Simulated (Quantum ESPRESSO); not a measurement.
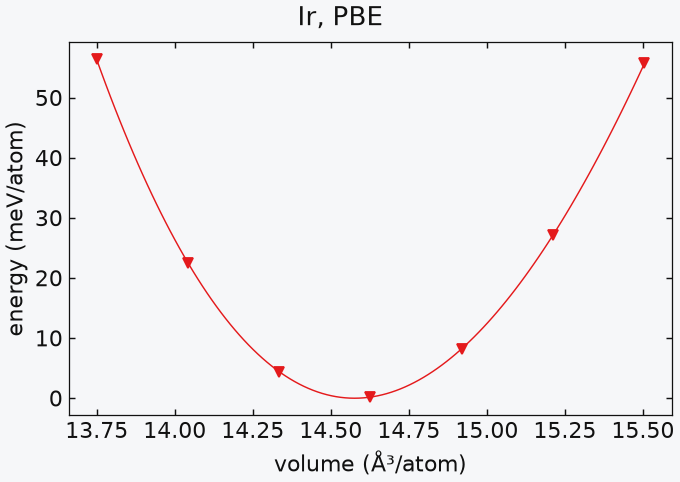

The figure shows the energy against volume for Ir, space group P6_3/mmc (No. 194).

Starting cell:
```cif
data_structure
_symmetry_space_group_name_H-M 'P 1'
_symmetry_Int_Tables_number 1
_cell_length_a 2.7514
_cell_length_b 2.7514
_cell_length_c 4.4623
_cell_angle_alpha 90.000
_cell_angle_beta 90.000
_cell_angle_gamma 120.000
_cell_volume 29.25
loop_
_atom_site_label
_atom_site_type_symbol
_atom_site_fract_x
_atom_site_fract_y
_atom_site_fract_z
_atom_site_occupancy
Ir1 Ir 0.33333 0.66667 0.25000 1
Ir2 Ir 0.66667 0.33333 0.75000 1
```

Method: plane-wave DFT, no spin polarisation; energies at scaled volumes of the given cell, shape and fractions fixed, counted from the fit's minimum, third-order Birch-Murnaghan fit (Quantum ESPRESSO 7.5). Level: PBE.

```json
{"setting": "k mesh", "value": "11×11×6"}
{"setting": "occupations", "value": "Fermi–Dirac"}
{"setting": "smearing width", "value": "0.05 eV"}
{"setting": "potentials", "value": "SSSP 1.3 efficiency PBE"}
{"setting": "wave cutoff", "value": "748.3 eV"}
{"setting": "density cutoff", "value": "5987 eV"}
```

From this curve and the settings, what does the calculation give for the pressure at the same points?

The pressure falls from 22.27 GPa at volume 13.75 Å³/atom to −18.91 GPa at 15.50 Å³/atom, and changes sign near 14.54 Å³/atom.

| volume (Å³/atom) | pressure (GPa) |
| --- | --- |
| 13.75 | 22.27 |
| 14.04 | 13.13 |
| 14.33 | 5.05 |
| 14.63 | −2.11 |
| 14.92 | −8.43 |
| 15.21 | −14.01 |
| 15.50 | −18.91 |

Limits of the calculation: shape and atomic fractions are frozen while scaling, which makes layered, chain and framework solids too stiff.
